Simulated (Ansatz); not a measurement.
```
CELL_PARAMETERS angstrom
5.08286 0.00000 0.00000
0.00000 5.08286 0.00000
0.00000 0.00000 7.09771
ATOMIC_POSITIONS crystal
Si 0.29399 0.29399 0.00000
Si 0.20601 0.79399 0.25000
Si 0.70601 0.70601 0.50000
Si 0.79399 0.20601 0.75000
O 0.24113 0.09372 0.17436
O 0.40628 0.74113 0.42436
O 0.75887 0.90628 0.67436
O 0.59372 0.25887 0.92436
O 0.74113 0.40628 0.57564
O 0.90628 0.75887 0.32564
O 0.25887 0.59372 0.07564
O 0.09372 0.24113 0.82564
```

Space group P4₁2₁2.

All numbers below come from Ansatz, DFT PBE, scalar-relativistic, plane waves, PAW.

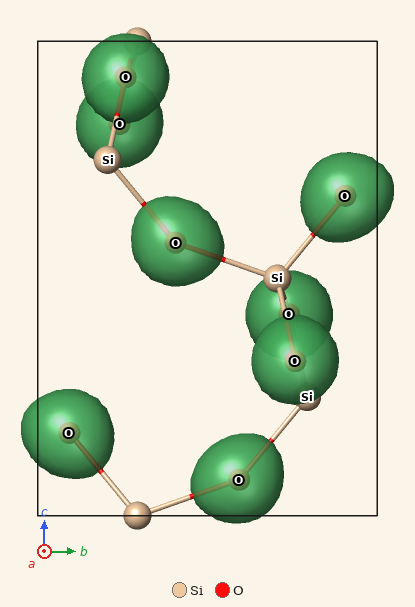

SiO2. Isosurface of the valence pseudo-density at 1.5 e/Å³ (green), seen along the a axis. Sticks mark near contacts.

Core electrons are frozen (PAW), and the valence fields are smoothed inside the atomic spheres.

Question: What does this surface tell about the bonding?

Answer: At this value the density breaks into separate islands; it holds about 50 % of the electrons treated as valence. It bridges none of the near contacts. It is pinched off along the sampled Si–O (1.62 Å) contacts. On the grid the lowest density along these lines, outside the cores, is 1 e/Å³ (Si–O, 1.62 Å).

Question: Does the calculation make it a metal, or give it a gap?

Answer: It is gapped, with a Kohn–Sham gap of 5.5 eV on the k-point mesh (the band edges may lie off the mesh, which would make the gap smaller).
